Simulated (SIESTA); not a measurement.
System: HfO₂ (space group P2_1/c).

Method: DFT in numerical atomic orbitals with pseudopotentials, no spin polarisation; energies at scaled volumes of the given cell, shape and fractions fixed, counted from the fit's minimum, third-order Birch-Murnaghan fit (SIESTA 5.4.2). All runs: no spin polarisation.

occupations Fermi–Dirac; smearing width 0.05 eV; potentials PseudoDojo 0.4 standard, converted to PSML, two zetas on semicore shells.

Settings that differ: PBE: k mesh 5×5×5; LDA: k mesh 4×4×4.

Predict the energy against volume, with one curve for each functional. The cases: PBE; LDA.

The fitted equilibrium volumes, smallest first, are LDA 11.244, PBE 11.947 Å³/atom. The fitted bulk moduli, smallest first, are PBE 227.9, LDA 264.3 GPa.

PBE:
```tsv
volume (Å³/atom)	energy (meV/atom)
10.84	86.54
11.07	52.28
11.30	27.38
11.53	10.92
11.76	2.09
11.99	0.13
12.22	4.37
```

LDA:
```tsv
volume (Å³/atom)	energy (meV/atom)
10.84	12.78
11.07	2.28
11.30	0.24
11.53	5.80
11.76	18.21
11.99	36.72
12.22	60.74
```

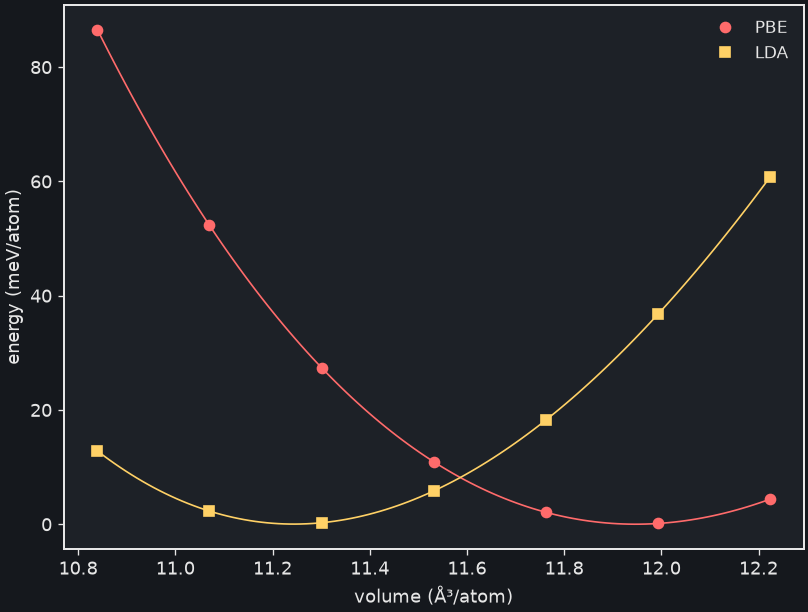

Limits of the calculation: mulliken charges of long orbitals; short basis over semicore shells; shape and atomic fractions are frozen while scaling, which makes layered, chain and framework solids too stiff.
